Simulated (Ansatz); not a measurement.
## Single-point calculation, with input and output: MoS₂ (part 2 of 2)

Continued. System: MoS₂ (R3m, 6 atoms in the cell). Method: DFT LDA+U, scalar-relativistic, plane waves, PAW, Ueff = 3 eV on Mo atom 1 d; Ueff = 3 eV on Mo atom 4 d, spin-polarised (Ansatz 0.2.0); cutoff 420 eV, 7×7×7 k-mesh, Gaussian smearing of 0.05 eV, collinear spins. The structure derives from an entry of the Crystallography Open Database. It belongs to a series of runs on one base structure; here: antiferromagnetic start, free.

Geometry of the input (Å; fractional positions):
```
1.5815  -0.9131  12.2467
-1.5815  -0.9131  12.2467
0.0000  -3.6523  12.2467
Mo 0.0000  0.0000  0.0000
S  0.7484  0.7484  0.6258
S  0.5849  0.5849  0.7075
Mo 0.0000  0.0000  0.5000
S  0.7484  0.7484  0.1258
S  0.5849  0.5849  0.2075
```

What the program printed, continued:
```
SCF iter   1: F=—  HF=-13160.136314 eV  |F-HF|=—  |Δ(HF+E_count)|=         —  Δρ=6.85e-2 (↑6.85e-2 ↓6.85e-2)  dr2=1.72e1  dr2_m=2.06e0  M=0.000 μB ∫|m|=1.769 μB  β_m=0.30  ethr=3.10e-3  ⟨swp⟩=6.2  Hψ=15304  notcnv=0
preconditioner: auto → Kerker (q_TF=auto, 2.423 Å⁻¹)  [metal: Δε(μ)=0.016 eV  Ē_g=9.613 eV  σ=0.050 eV  W_gap=0.17  n_scr=26 (ndim 8)  ℏωp=21.6 eV  f_vac=0.003  D(μ)=4.37/eV (n_scr^D=46)]
spin=Collinear: Kerker preconditioning applied to the charge; magnetization (m = ρ↑ − ρ↓) channel mixes plain (no charge-response kernel on spin).
SCF iter   2: F=—  HF=-13157.368427 eV  |F-HF|=—  |Δ(HF+E_count)|=    2.77e0  Δρ=4.22e-2 (↑4.22e-2 ↓4.22e-2)  dr2=4.46e0  dr2_m=9.40e-1  M=0.000 μB ∫|m|=1.894 μB  β_m=0.30  ethr=3.10e-3  ⟨swp⟩=3.0  Hψ=7379  notcnv=0  defer=166
SCF iter   3: F=—  HF=-13156.478336 eV  |F-HF|=—  |Δ(HF+E_count)|=   8.90e-1  Δρ=2.28e-2 (↑2.28e-2 ↓2.28e-2)  dr2=5.33e-1  dr2_m=4.09e-1  M=0.000 μB ∫|m|=1.997 μB  β_m=0.30  ethr=3.10e-3  ⟨swp⟩=3.1  Hψ=7031  notcnv=0  defer=166
SCF iter   4: F=—  HF=-13156.572308 eV  |F-HF|=—  |Δ(HF+E_count)|=   9.40e-2  Δρ=1.93e-2 (↑1.93e-2 ↓1.93e-2)  dr2=5.87e-1  dr2_m=2.77e-1  M=0.000 μB ∫|m|=1.791 μB  β_m=0.30  ethr=1.03e-3  ⟨swp⟩=3.5  Hψ=7237  notcnv=0  defer=222
SCF iter   5: F=—  HF=-13156.490575 eV  |F-HF|=—  |Δ(HF+E_count)|=   8.17e-2  Δρ=1.21e-2 (↑1.21e-2 ↓1.21e-2)  dr2=3.71e-2  dr2_m=1.38e-1  M=0.000 μB ∫|m|=1.780 μB  β_m=0.30  ethr=1.03e-3  ⟨swp⟩=2.8  Hψ=5508  notcnv=0  defer=228
SCF iter   6: F=—  HF=-13156.514450 eV  |F-HF|=—  |Δ(HF+E_count)|=   2.39e-2  Δρ=9.51e-3 (↑9.51e-3 ↓9.51e-3)  dr2=3.60e-2  dr2_m=8.29e-2  M=0.000 μB ∫|m|=1.704 μB  β_m=0.30  ethr=7.14e-5  ⟨swp⟩=2.1  Hψ=5920  notcnv=0  defer=245
SCF iter   7: F=—  HF=-13156.521661 eV  |F-HF|=—  |Δ(HF+E_count)|=   7.21e-3  Δρ=7.08e-3 (↑7.08e-3 ↓7.08e-3)  dr2=2.38e-3  dr2_m=4.84e-2  M=0.000 μB ∫|m|=1.665 μB  β_m=0.30  ethr=6.91e-5  ⟨swp⟩=2.3  Hψ=5368  notcnv=0  defer=245
SCF iter   8: F=—  HF=-13156.530276 eV  |F-HF|=—  |Δ(HF+E_count)|=   8.62e-3  Δρ=5.51e-3 (↑5.51e-3 ↓5.51e-3)  dr2=1.07e-3  dr2_m=2.93e-2  M=0.000 μB ∫|m|=1.625 μB  β_m=0.30  ethr=4.58e-6  ⟨swp⟩=2.0  Hψ=4645  notcnv=0  defer=245
Mixer restart at iter 8: flushing history
spin-set hold released at iteration 8 (site moments contracting): the magnetisation degrees of freedom join the quasi-Newton model from the next iteration; the mixer history was flushed
SCF iter   9: F=—  HF=-13156.535654 eV  |F-HF|=—  |Δ(HF+E_count)|=   5.38e-3  Δρ=4.32e-3 (↑4.32e-3 ↓4.32e-3)  dr2=2.97e-4  dr2_m=1.81e-2  M=0.000 μB ∫|m|=1.594 μB  β_m=0.30  ethr=2.06e-6  ⟨swp⟩=2.0  Hψ=4034  notcnv=0  defer=245
Mixer restart at iter 9: flushing history
SCF iter  10: F=—  HF=-13158.733789 eV  |F-HF|=—  |Δ(HF+E_count)|=         —  Δρ=6.80e-3 (↑6.80e-3 ↓6.80e-3)  dr2=1.30e-1  dr2_m=3.21e-2  M=0.000 μB ∫|m|=1.379 μB  β_m=0.30  ethr=5.70e-7  ⟨swp⟩=4.3  Hψ=8939  notcnv=0  defer=245
SCF iter  11: F=—  HF=-13160.220117 eV  |F-HF|=—  |Δ(HF+E_count)|=    1.49e0  Δρ=9.65e-3 (↑9.65e-3 ↓9.65e-3)  dr2=1.70e-1  dr2_m=7.04e-2  M=0.000 μB ∫|m|=1.080 μB  β_m=0.63  ethr=5.70e-7  ⟨swp⟩=3.0  Hψ=8648  notcnv=0  defer=234
SCF iter  12: F=—  HF=-13162.221287 eV  |F-HF|=—  |Δ(HF+E_count)|=    2.00e0  Δρ=4.41e-3 (↑4.41e-3 ↓4.41e-3)  dr2=2.85e-2  dr2_m=1.30e-2  M=0.000 μB ∫|m|=0.190 μB  β_m=0.66  ethr=5.70e-7  ⟨swp⟩=4.7  Hψ=11619  notcnv=0  defer=236
SCF iter  13: F=—  HF=-13162.240450 eV  |F-HF|=—  |Δ(HF+E_count)|=   1.92e-2  Δρ=2.27e-3 (↑2.27e-3 ↓2.27e-3)  dr2=1.10e-2  dr2_m=3.84e-3  M=0.000 μB ∫|m|=0.144 μB  β_m=0.83  ethr=5.70e-7  ⟨swp⟩=3.6  Hψ=9211  notcnv=0  defer=268
SCF iter  14: F=—  HF=-13162.247970 eV  |F-HF|=—  |Δ(HF+E_count)|=   7.52e-3  Δρ=5.21e-4 (↑5.21e-4 ↓5.21e-4)  dr2=8.91e-4  dr2_m=1.61e-4  M=0.000 μB ∫|m|=0.027 μB  β_m=0.88  ethr=5.70e-7  ⟨swp⟩=3.0  Hψ=7143  notcnv=0  defer=268
SCF iter  15: F=—  HF=-13162.248193 eV  |F-HF|=—  |Δ(HF+E_count)|=   2.22e-4  Δρ=2.30e-4 (↑2.30e-4 ↓2.30e-4)  dr2=5.37e-4  dr2_m=1.11e-5  M=0.000 μB ∫|m|=0.007 μB  β_m=0.94  ethr=5.70e-7  ⟨swp⟩=2.0  Hψ=5524  notcnv=0  defer=268
SCF iter  16: F=—  HF=-13162.248168 eV  |F-HF|=—  |Δ(HF+E_count)|=   2.50e-5  Δρ=6.05e-5 (↑6.05e-5 ↓6.05e-5)  dr2=3.49e-5  dr2_m=8.16e-7  M=0.000 μB ∫|m|=0.002 μB  β_m=0.97  ethr=5.70e-7  ⟨swp⟩=2.1  Hψ=4354  notcnv=0  defer=268
SCF iter  17: F=—  HF=-13162.248167 eV  |F-HF|=—  |Δ(HF+E_count)|=   1.16e-6  Δρ=1.93e-5 (↑1.93e-5 ↓1.93e-5)  dr2=2.74e-6  dr2_m=1.42e-7  M=0.000 μB ∫|m|=0.001 μB  β_m=0.99  ethr=6.71e-8  ⟨swp⟩=2.0  Hψ=4385  notcnv=0  defer=268
SCF iter  18: F=—  HF=-13162.248167 eV  |F-HF|=—  |Δ(HF+E_count)|=   2.81e-7  Δρ=5.73e-6 (↑5.73e-6 ↓5.73e-6)  dr2=1.11e-7  dr2_m=1.89e-8  M=0.000 μB ∫|m|=0.000 μB  β_m=0.99  ethr=5.28e-9  ⟨swp⟩=2.0  Hψ=4222  notcnv=0  defer=268
iter 19 did not close the SCF: its close was put off for a magnetic moment that had not settled (scf_convergence_deferred on its scf_iter line)
SCF iter  19: F=-13162.248167 eV  HF=-13162.248167 eV  |F-HF|=2.23e-9  |Δ(HF+E_count)|=   4.48e-8  Δρ=1.37e-6 (↑1.37e-6 ↓1.37e-6)  dr2=6.38e-9  dr2_m=7.71e-10  M=0.000 μB ∫|m|=0.000 μB  β_m=1.00  ethr=1.92e-10  ⟨swp⟩=15.2  Hψ=23218  notcnv=0
iter 20 did not close the SCF: its close was put off for a magnetic moment that had not settled (scf_convergence_deferred on its scf_iter line)
SCF iter  20: F=-13162.248167 eV  HF=-13162.248167 eV  |F-HF|=3.64e-11  |Δ(HF+E_count)|=   2.66e-9  Δρ=3.77e-7 (↑3.77e-7 ↓3.77e-7)  dr2=2.71e-10  dr2_m=9.83e-11  M=0.000 μB ∫|m|=0.000 μB  β_m=1.00  ethr=1.23e-11  ⟨swp⟩=5.3  Hψ=17569  notcnv=0
SCF iter  21: F=-13162.248167 eV  HF=-13162.248167 eV  |F-HF|=1.09e-11  |Δ(HF+E_count)|=  3.60e-10  Δρ=1.07e-7 (↑1.07e-7 ↓1.07e-7)  dr2=1.13e-11  dr2_m=8.46e-12  M=0.000 μB ∫|m|=0.000 μB  ethr=1.00e-12  ⟨swp⟩=4.6  Hψ=16244  notcnv=0
WARN: the starting moments were not kept: the SCF closed with an absolute magnetisation of 7.3e-6 μB, where they sum to 4 μB in size (2 sites). That is at most 0.1 of that sum. Measured as dr2_m measures the in/out step, that magnetisation stands 6.3e-12 eV from none, at or under the dr2_threshold of 1.0e-7 eV: it is no larger than a step whose dr2_m would equal this threshold. The system may hold no moment; this SCF shows only that its start led to no more than that. To try another start: raise the starting moments (crystal.atoms[].spin, magnetization.per_species, magnetization.initial_magnetization, or on a non-collinear deck that types none of these the spinor_matrix: blocks that start its atoms; where the total moment is fixed, keep their sum and leave initial_magnetization as it is; typed ones take the place of any that the run laid by itself, positive ones on a crystal's lanthanoids without a Hubbard term where scf.initial_density.shell_occupations: [] is typed) or, if the notice of its spin-set hold's release reads "site moments contracting" or "site moments show no strong build", lengthen the hold (scf.mixing.spin_hold: { on: { confirm: 4 } }; for m-r²SCAN on two components see the key's manual first). Each may lead to a state that holds a moment. A second SCF, from the converged charge density, with the starting moments and any scf.initial_density.shell_occupations laid on it anew, would have followed, and was not run: the deck does not ask for one (magnetization.retry_lost_moments is false, the default). To let it run, set magnetization.retry_lost_moments: true and run the deck again, where that key's refused combinations let it; where memory then withholds it, that run's warning says so.
WARN: hamiltonian.hubbard: on 4 of 4 specified blocks the occupation matrix of this SCF's result fails the test of the specified filling. At site 0 ↑ (sites count from 0 in the list of atoms of the cell that this SCF solves) the least filled combination of the orbitals specified full has occupation 0.534, and the fullest combination of the orbitals specified empty has occupation 0.534; the filling counts as kept where the first is at least 0.75 and exceeds the second by more than 0.25. The same holds at site 0 ↓, site 3 ↑, site 3 ↓. The state of this SCF's result may not hold the specified filling, though these bounds can also misjudge a state that does. This warning does not say which state is lower in energy, or whether the specified filling is a self-consistent state at all; see hamiltonian.hubbard.sites[].starting_ns, Limitations, and scf.initial_density.shell_occupations in the input reference
SCF 1 converged in 21 iterations: F = -13162.248167 eV  dr2 = 1.13e-11
  greatest PAW one-centre occupation: 0.999 electrons in one spin orbital (limit 2), on the Mo atom at site 3 (counted from 0), in its partial waves of l = 0
```

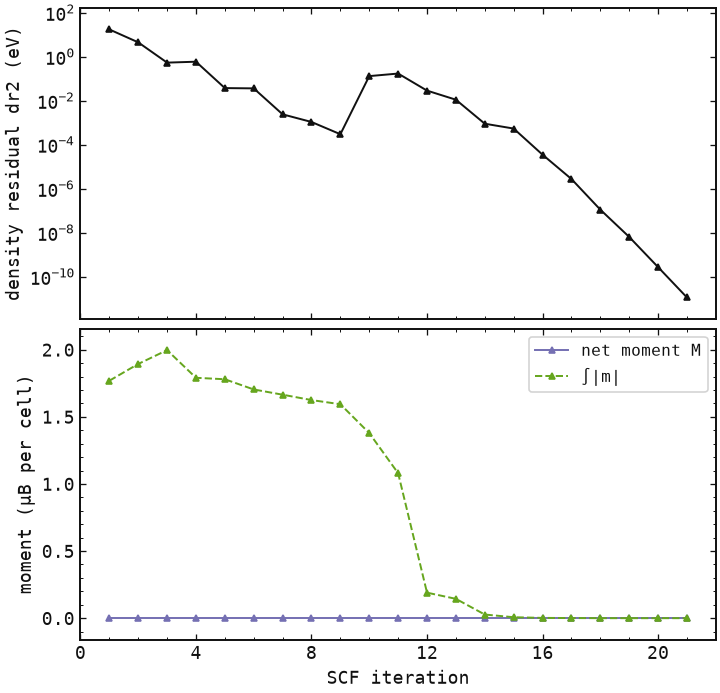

Figure 1. Convergence of the self-consistent field: density residual dr2 and magnetic moment against the SCF iteration. The residual comes down, with one marked jump up, by a factor of about 400, at step 10. The net moment stays at 0.0 μB per cell, and ∫|m| falls to zero.

```
SCF converged after 21 iterations
Magnetization: 0.0000 μB (26.0000 up, 26.0000 down)
Absolute magnetization: 0.0000 μB (∫|ρ↑−ρ↓|, with the PAW one-centre terms)
Spin contamination: 0.0000 ħ² per cell (⟨S²⟩ above its minimum at these occupations)
Per-site moments (μB) at R_I (Å): [(9.257657212435444e-7, 0.9752095162014326), (-4.714065853098898e-7, 0.9752095162014326), (-4.6617551223288004e-7, 0.9753699509158839), (-9.257657212435442e-7, 0.9752095162014326), (4.714065853098893e-7, 0.9752095162014326), (4.6617551223288084e-7, 0.9753699509158839)]
Free energy (F): -13162.248167 eV
Harris-Foulkes:  -13162.248167 eV  (|F-HF|=1.09e-11)
Internal energy: -13162.248167 eV  (E = F + TS)
E sigma→0 (E₀):  -13162.248167 eV
Fermi energy:    11.305181 eV
--- Per-component energies (eV) ---
  E_band       = -320.342425
  E_kinetic    = 1321.096427
  E_local      = -4075.219025  (includes V_loc(G=0)·N_el)
  E_nonlocal   = 413.185194
  E_hartree    = 1575.992191
  E_xc         = -754.115550
  E_vxc        = -813.765998  (∫ρ·V_xc dr)
  E_hubbard    = 7.414645  (on-site DFT+U / exact-exchange correction)
  E_vhub       = -0.902653  (the Hubbard potential's part of the band-sum identity)
  E_paw        = -8454.045522  (= ΣΔE_a)
  E_vpaw       = -316.720910  (= ΣTr[D̂ρ^β])
  E_aug_tail   = 0.000040  (compensation charges beyond the density's cutoff)
  E_ewald      = -3198.114990
  E_core_change = 1.558423  (= ΣΔE_core)
  E_smearing   = -0.000000  (= −TS)
  E_closure    = -0.000000  (closes the sum)
  Σ components = -13162.248167   (vs F -13162.248167, Δ=0.00e0)
--- Specified on-site occupations, and those of the state reported ---
  electrons in the specified blocks: 4.2000 specified, 10.4880 found
  site 0 (l=d) ↓: largest change of an orbital's occupation 0.5834; electrons 0.1000 specified, 2.6220 found; spectral distance 1.1328
  site 3 (l=d) ↑: largest change of an orbital's occupation 0.5834; electrons 0.1000 specified, 2.6220 found; spectral distance 1.1328
  site 0 (l=d) ↑: largest change of an orbital's occupation 0.5140; electrons 2.0000 specified, 2.6220 found; spectral distance 1.0016
  site 3 (l=d) ↓: largest change of an orbital's occupation 0.5140; electrons 2.0000 specified, 2.6220 found; spectral distance 1.0016
--- Forces (eV/Å), atoms counted from 1 ---
  atom   1  Mo     0.00000000    -0.00000011    -0.00149094
  atom   2  S      0.00000000     0.00000006     0.81073968
  atom   3  S      0.00000000    -0.00000008    -0.80924905
  atom   4  Mo     0.00000000    -0.00000011    -0.00149094
  atom   5  S      0.00000000     0.00000006     0.81073968
  atom   6  S      0.00000000    -0.00000008    -0.80924905
  max |Σ_I F_I| component: 6.29e-7 eV/Å
--- Stress (GPa, compression-positive) ---
       -1.074421       0.000000       0.000000
        0.000000      -1.074415      -0.000001
        0.000000      -0.000001       6.090675
  P = ⅓ Tr σ = 1.3139 GPa (13.139 kbar)
--- Band table (eV; the first three rows and the last of 200) ---
  k-point 0 ↑: bands = ["-50.5119", "-50.5117", "-24.7377", "-24.7376", "-24.5335", "-24.5335", "-24.5335", "-24.5335", "-4.3128", "-4.0950", "-2.8420", "-2.4470", "3.6659", "4.5840", "7.0762", "7.0762", "7.0880", "7.0880", "7.4663", "8.4119", "8.4119", "8.4366", "8.4366", "9.6334", "9.7218", "10.8866", "12.9402", "12.9402", "13.0238", "13.0238", "13.2832", "13.2832", "13.4056", "13.4056"]
  k-point 1 ↑: bands = ["-50.5035", "-50.5033", "-24.7213", "-24.7213", "-24.6151", "-24.6151", "-24.5518", "-24.5518", "-4.0002", "-3.7891", "-2.7105", "-2.3568", "3.9991", "4.8799", "6.5271", "6.5380", "6.8032", "7.4084", "7.4221", "7.5642", "7.9735", "7.9961", "8.7313", "9.5505", "9.8830", "10.2666", "12.5583", "12.7580", "12.9278", "12.9383", "13.0345", "13.0689", "13.4742", "13.5583"]
  k-point 2 ↑: bands = ["-50.4850", "-50.4850", "-24.7941", "-24.7941", "-24.6845", "-24.6844", "-24.5927", "-24.5927", "-3.2114", "-3.0362", "-2.3825", "-2.1413", "4.3938", "4.8553", "5.8631", "5.9488", "6.1712", "6.3092", "7.2339", "7.2496", "8.2115", "8.2303", "8.4830", "8.9713", "9.1452", "9.2455", "12.0786", "12.4273", "12.4736", "12.8980", "13.2858", "13.7475", "14.2926", "14.3751"]
  k-point 99 ↓: bands = ["-50.5034", "-50.5034", "-24.7213", "-24.7213", "-24.6151", "-24.6151", "-24.5518", "-24.5518", "-3.9141", "-3.8990", "-2.5363", "-2.5111", "4.3441", "4.4071", "6.5148", "6.5372", "7.2720", "7.3162", "7.4082", "7.4225", "7.9696", "7.9999", "8.9802", "8.9834", "10.1776", "10.1850", "12.6753", "12.6902", "12.9246", "12.9759", "13.0082", "13.0513", "13.4820", "13.5472"]
Occupation matrices written to [file]
--- Löwdin populations: 6 sites ---
  site symbol       q [e]    m [muB]
     0     Mo     13.7425     0.0000
     1      S      6.0233    -0.0000
     2      S      6.0267    -0.0000
     3     Mo     13.7425    -0.0000
     4      S      6.0233     0.0000
     5      S      6.0267     0.0000
  spilling = 0.007978 (of n_electrons = 52.000000)
--- Occupation matrices: 2 shells (run DFT+U table (all-electron-ortho-atomic); ε = 3.83e-4) ---
  Mo0 d_4D: site group C3v (3m)
  Mo0 d_4D up     Tr n = 2.6220  λ = 0.475 0.475 0.534 0.534 0.603  [2× xz 0.50 E(1.00) | 2× x2-y2 0.50 E(1.00) | z2 1.00 A1(1.00)]
  Mo0 d_4D dn     Tr n = 2.6220  λ = 0.475 0.475 0.534 0.534 0.603  [2× xz 0.50 E(1.00) | 2× x2-y2 0.50 E(1.00) | z2 1.00 A1(1.00)]
  specified occupation → Mo0 d_4D up: matrix, ‖Δ‖_F = 1.0016, Tr Δ = -0.6220, displaced = 1.1136, d_λ = 1.0016; orbital distance = 0.7071
  specified occupation → Mo0 d_4D dn: matrix, ‖Δ‖_F = 1.1328, Tr Δ = -2.5220, displaced = 1.2610, d_λ = 1.1328; orbital distance = 0.0000
  Mo3 d_4D: site group C3v (3m)
  Mo3 d_4D up     Tr n = 2.6220  λ = 0.475 0.475 0.534 0.534 0.603  [2× xz 0.50 E(1.00) | 2× x2-y2 0.50 E(1.00) | z2 1.00 A1(1.00)]
  Mo3 d_4D dn     Tr n = 2.6220  λ = 0.475 0.475 0.534 0.534 0.603  [2× xz 0.50 E(1.00) | 2× x2-y2 0.50 E(1.00) | z2 1.00 A1(1.00)]
  specified occupation → Mo3 d_4D up: matrix, ‖Δ‖_F = 1.1328, Tr Δ = -2.5220, displaced = 1.2610, d_λ = 1.1328; orbital distance = 0.0000
  specified occupation → Mo3 d_4D dn: matrix, ‖Δ‖_F = 1.0016, Tr Δ = -0.6220, displaced = 1.1136, d_λ = 1.0016; orbital distance = 0.7071
  Tr n, λ and their labels are of the run-group-symmetrised matrices; stabiliser: 24 of 24 elements of G0×{1,Θ} (closed), max defect 3.4e-6 at τ = 8.1e-5
```

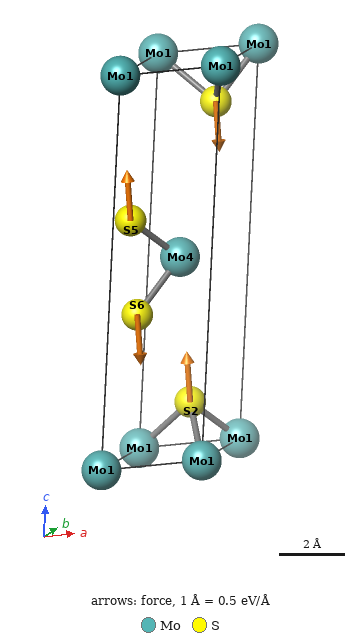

Figure 2. Forces on the atoms as orange arrows (ball-and-stick view of the reduced cell, seen slightly off an axis; atoms are numbered from 1 in the order of the input); the smallest are left out. The largest act on all 4 S atoms (0.81 eV/Å). The geometry is not a stationary point of this energy.

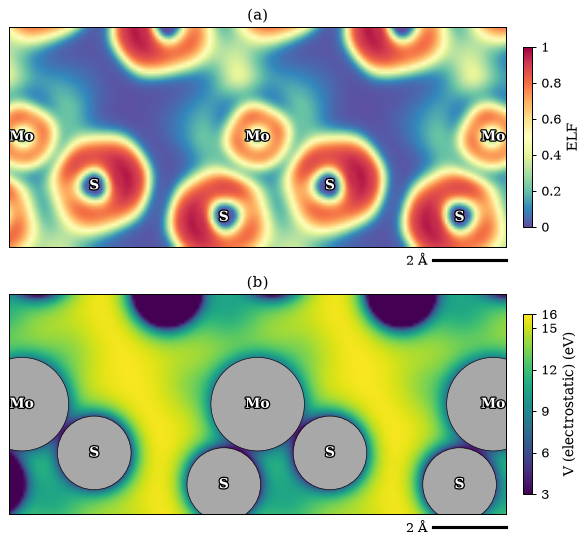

Figure 3. (a) ELF; (b) electrostatic potential energy of an electron on the (11̄0) plane of the calculation cell. Grey discs, where drawn, cover atomic cores. The plane passes through Mo and S nuclei. Mo–S (2.36 Å): the ELF is about 0.45 at the midpoint. The strong features right at Mo lie inside the PAW spheres (semicore, d or f shells) and say nothing about bonding. Outside the cores the potential energy rises away from the atoms and is highest about 2.3 Å from the nearest atoms; outside the discs it spans about 13 eV, and its zero is arbitrary. In a PAW calculation such maps are meaningful between the atoms, not at the nuclei.

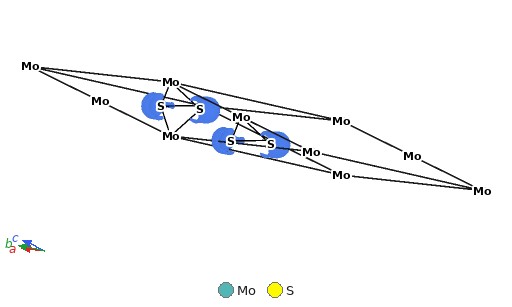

Figure 4. Isosurface of the ELF at 0.85 (blue), seen at an oblique angle. Core shells and regions of very low density are left out. Sticks mark near contacts. The outline is the calculation cell. Along the contacts the grid gives the following. Mo–S (2.36 Å): the ELF is about 0.45 at the midpoint.
